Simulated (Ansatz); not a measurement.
## Electronic structure of C15N (cell with a defect) in real space

Input file:

```
crystal:
  lattice:
    - [-2.4665327884, -4.2721601082, 0.0]
    - [4.933065577, 1.0e-10, 0.0]
    - [0.0, 0.0, 8.4654495156]
  atoms:
    - { symbol: "N", position: [0.5, 0.0, 0.25] }
    - { symbol: C, position: [0.5, 0.5, 0.25] }
    - { symbol: C, position: [0.0, 0.0, 0.25] }
    - { symbol: C, position: [0.0, 0.5, 0.25] }
    - { symbol: C, position: [0.5, 0.0, 0.75] }
    - { symbol: C, position: [0.5, 0.5, 0.75] }
    - { symbol: C, position: [0.0, 0.0, 0.75] }
    - { symbol: C, position: [0.0, 0.5, 0.75] }
    - { symbol: C, position: [0.1666666667, 0.8333333333, 0.25] }
    - { symbol: C, position: [0.1666666667, 0.3333333333, 0.25] }
    - { symbol: C, position: [0.6666666667, 0.8333333333, 0.25] }
    - { symbol: C, position: [0.6666666667, 0.3333333333, 0.25] }
    - { symbol: C, position: [0.3333333333, 0.1666666667, 0.75] }
    - { symbol: C, position: [0.3333333333, 0.6666666667, 0.75] }
    - { symbol: C, position: [0.8333333333, 0.1666666667, 0.75] }
    - { symbol: C, position: [0.8333333333, 0.6666666667, 0.75] }
basis:
  ecutwfc: 420
  xc_grid: 2
kpoints:
  mp_grid: { grid: [6, 6, 3], shift: [0.0, 0.0, 0.0] }
hamiltonian:
  xc: pbe
scf:
  occupations: { method: gaussian, width: 0.1 }
output:
  forces: true
  stress: false
  eigenvalues: true
  write_density: true
  write_potential: true
  elf: true
  volumetric_format: npy
relax:
  adjacent_minimum: "off"
  f_tol: 0.025
  max_steps: 45
```

Launched as:

```sh
ansatz run input.yaml --threads 4 --pin off --max-ram 8192MiB --backend cpu --events-out ev --progress --plain --runs-dir out
```

The fields are those of the relaxed geometry.

Computed without spin polarisation.

All numbers below come from Ansatz 0.2.0, DFT PBE, scalar-relativistic, plane waves, PAW.

The density is the valence pseudo-density of a PAW calculation; it isn't the true density close to the nuclei.

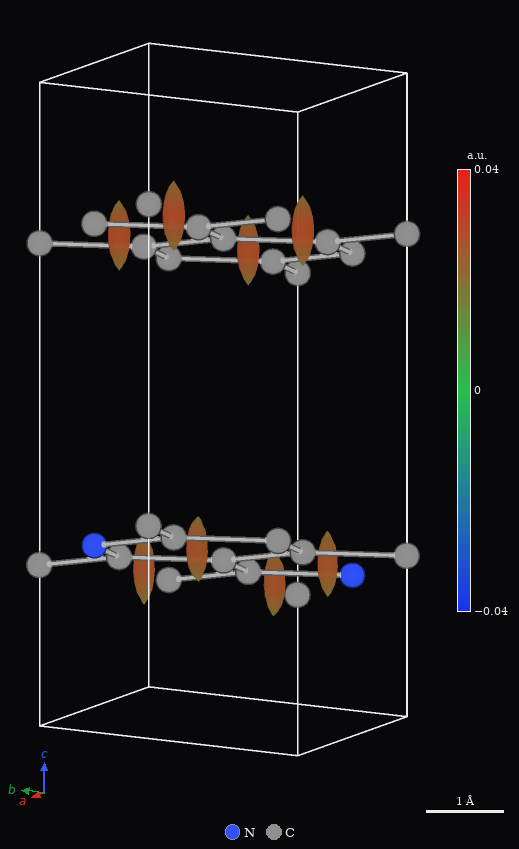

Figure 1. Non-covalent interaction (NCI) plot: the surface where the reduced density gradient is 0.4, for densities under 0.05 a.u., coloured by sign(λ₂)ρ; seen at an oblique angle.

**Identify the weak interactions.**

- Inside the ring or cage of C: steric crowding (red) (×7)
- Inside the ring or cage of C and N: steric crowding (red)

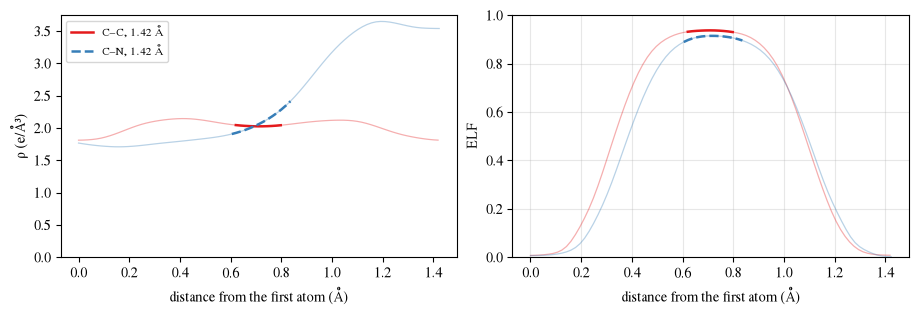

Figure 2. Valence pseudo-density and ELF along straight lines between neighbouring atoms. Thin, pale parts lie inside the atomic spheres.

**Compare the contacts.**

C–C (1.42 Å): the density is about 2 e/Å³ at the midpoint; the ELF peaks at about 0.95 between the atoms.
C–N (1.42 Å): ρ at the midpoint is about 2.1 e/Å³; the ELF peaks at about 0.90 between the atoms.

**Metal or insulator at this level of theory?**

It is gapless in this calculation (a metal or semimetal).
